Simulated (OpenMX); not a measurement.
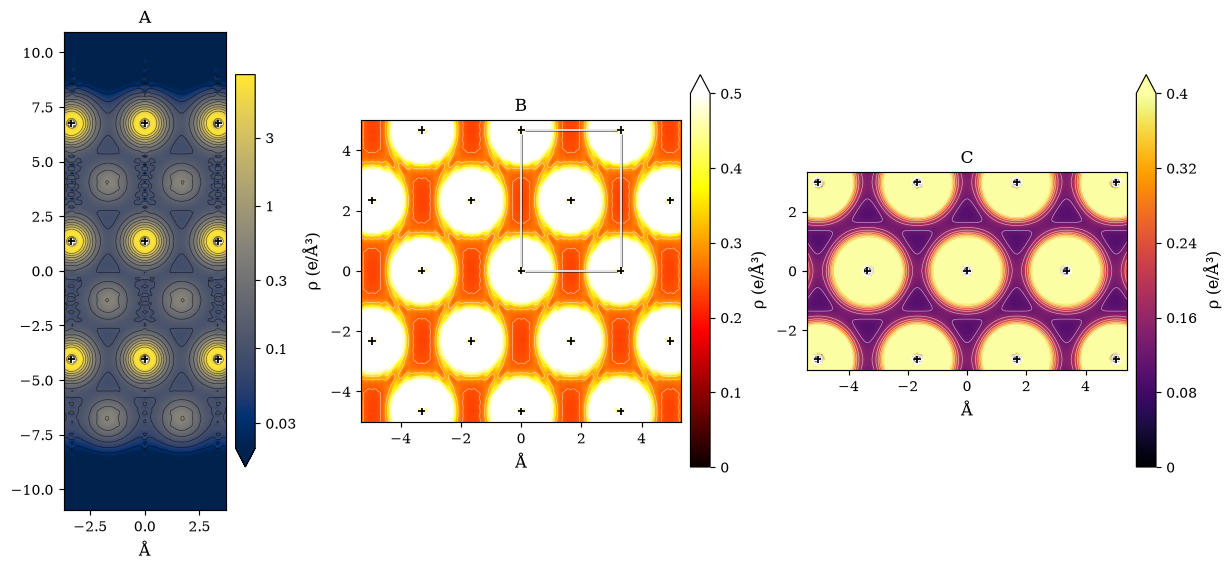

The valence pseudo-density of 3 systems, each on a plane through atoms (crosses mark nuclei in the plane).

Theory: Kohn-Sham DFT of a periodic cell, PBE, OpenMX 2013 PBE set (OpenMX).

System 1: Pb, the (011) plane of the conventional cell. Space group I4/mmm; computed pressure about 9 GPa in this cell.

System 2: Ta, the (011) plane of the conventional cell. Space group Im-3m.

```yaml
crystal:
  lattice:
    - [3.30256, 0.00000, 0.00000]
    - [0.00000, 3.30256, 0.00000]
    - [0.00000, 0.00000, 3.30256]
  atoms:
    - { symbol: Ta, position: [0.00000, 0.00000, 0.00000] }
    - { symbol: Ta, position: [0.50000, 0.50000, 0.50000] }
```

System 3: In (slab), the (11̄0) plane of the calculation cell, a cut from vacuum to vacuum. 

```
In
1.0
     3.36384    0.00000    0.00000
    -1.68192    2.91317    0.00000
     0.00000    0.00000   28.49964
In
6
Direct
  0.66667 0.33333 0.26316
  0.00000 0.00000 0.35790
  0.33333 0.66667 0.45263
  0.00000 0.00000 0.54737
  0.66667 0.33333 0.64210
  0.00000 0.00000 0.73684
```

**Which map belongs to which system?**

Panel A is system 3, In: the plane holds In. Panel B is system 2, Ta: the plane holds Ta. Ta–Ta (2.86 Å): the density is about 0.31 e/Å³ at the midpoint. Panel C is system 1, Pb: the plane holds Pb. Pb–Pb (3.36 Å): the density is about 0.15 e/Å³ at the midpoint.
